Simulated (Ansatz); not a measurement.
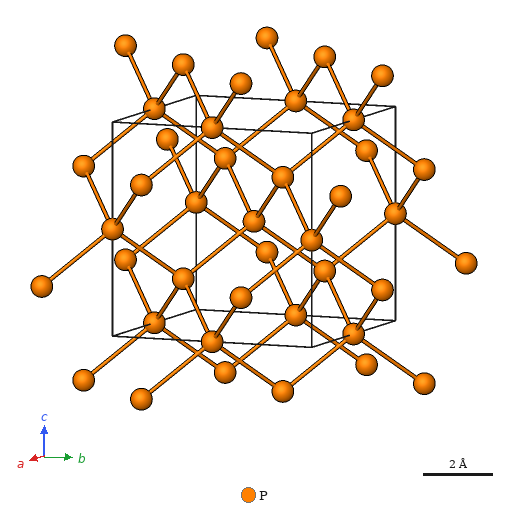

Starting structure of solid P (built on the diamond_227 type) (coarse preliminary run). The picture is a ball-and-stick view of the conventional cell (4 times the calculation's cell), seen slightly off an axis. Lengths and directions refer to the drawn axes.

Case: diamond type (Fd-3m, No. 227).

Level of theory: DFT PBE, scalar-relativistic, plane waves, PAW in Ansatz.

The input:
```yaml
crystal:
  lattice:
    - [0.0, 3.155988638, 3.155988638]
    - [3.155988638, 0.0, 3.155988638]
    - [3.155988638, 3.155988638, 0.0]
  atoms:
    - { symbol: P, position: [0.5, 0.5, 0.5] }
    - { symbol: P, position: [0.75, 0.75, 0.75] }
basis:
  ecutwfc: 420
kpoints:
  mp_grid: { grid: [6, 6, 6] }
hamiltonian:
  xc: pbe
scf:
  occupations: { method: gaussian, width: 0.1 }
  lower_state_search: "off"
output:
  forces: true
  stress: true
  eigenvalues: true
relax:
  adjacent_minimum: "off"
  f_tol: 0.04
  max_steps: 70
  cell: { stress_tol: 0.4 }
```

Question: Predict the outcome.

Answer: The atoms keep their places relative to the cell (all moves are under 0.005 Å). Cell: a = b = c 6.312 → 5.561 Å (−11.9 %). Volume −31.6 %. Near-neighbour distances that change, for instance: P1–P2 2.733 → 2.408 Å. The space group stays Fd-3m (No. 227). The energy falls by 396 meV per atom in 3 accepted moves (4 points after the start). All forces vanish by symmetry, so only the cell relaxes. Pressure: −10.23 GPa at the start and 0.01 GPa at the end. At 1 point the geometry stayed and the basis and grid were re-selected for the new cell (energy shift of 0.3 meV per atom at most each time). The run took roughly 4 core-seconds on a shared host.

The structure at the end:

```
P
1.0
     0.00000    2.78036    2.78036
     2.78036    0.00000    2.78036
     2.78036    2.78036    0.00000
P
2
Cartesian
  2.7804 2.7804 2.7804
  4.1705 4.1705 4.1705
```

The end point in the same view:

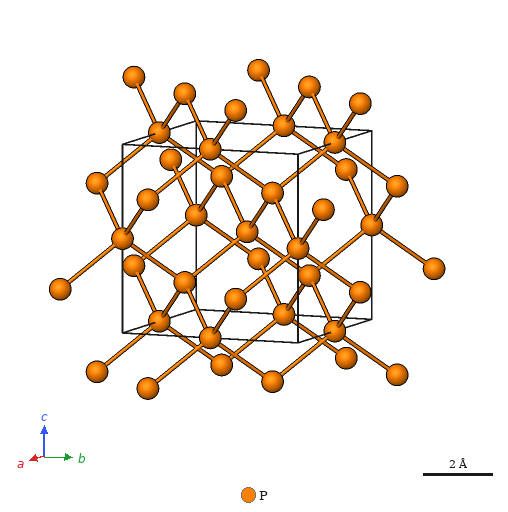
